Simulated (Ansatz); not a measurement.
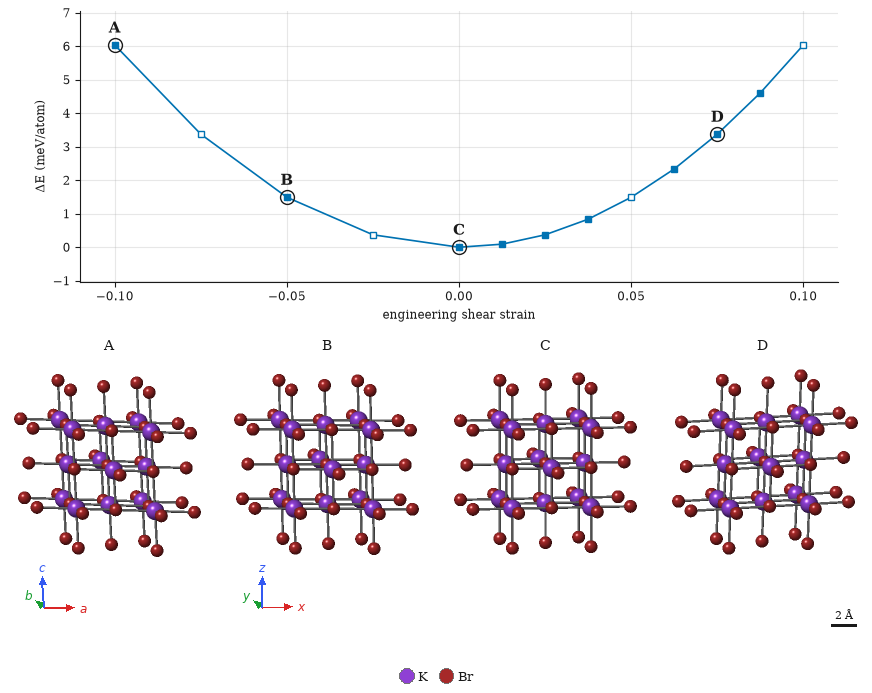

Energy scan for crystalline KBr (Fm-3m), in which the cell is strained in shear in the xz plane, with the atoms kept at their fractional coordinates. x, y and z are the Cartesian axes of the input. The lettered frames are marked on the plot. Hollow markers are points alike by symmetry, not computed again. A ball-and-stick model of the conventional cell (4 times the calculation's cell), seen along the b axis, with a slight tilt. Lengths and directions refer to the drawn axes.

Theory: DFT r2SCAN, scalar-relativistic, plane waves, PAW in Ansatz 0.2.0. Set-up: plane-wave cutoff 500 eV; k-point mesh 6 × 6 × 6; occupations gaussian; smearing width 0.05 eV; no spin polarisation. Energies (free energies at the smearing named) are counted from the cell as listed in its source, which wasn't relaxed.

### Read off the main features of the energy profile.

Of the computed points the lowest is at the strain 0.00, 0.00 meV/atom. The curvature at zero strain, (1/V) d²E/dε², is about 5.3 GPa; it is C₅₅ with clamped ions. The distortion takes the space group from Fm-3m to Immm. At the strain −0.10 the cell of the drawing goes a 6.585 → 6.593 Å, c 6.585 → 6.593 Å, β 90.0° → 95.7°.

The computed points:

| engineering shear strain | ΔE (meV/atom) |
| --- | --- |
| −0.1000 | 6.04 |
| −0.0750 | 3.37 |
| −0.0500 | 1.49 |
| −0.0250 | 0.37 |
| 0.0000 | 0.00 |
| 0.0125 | 0.09 |
| 0.0250 | 0.37 |
| 0.0375 | 0.84 |
| 0.0500 | 1.49 |
| 0.0625 | 2.34 |
| 0.0750 | 3.37 |
| 0.0875 | 4.61 |
| 0.1000 | 6.04 |

Points that are alike by symmetry were computed once.
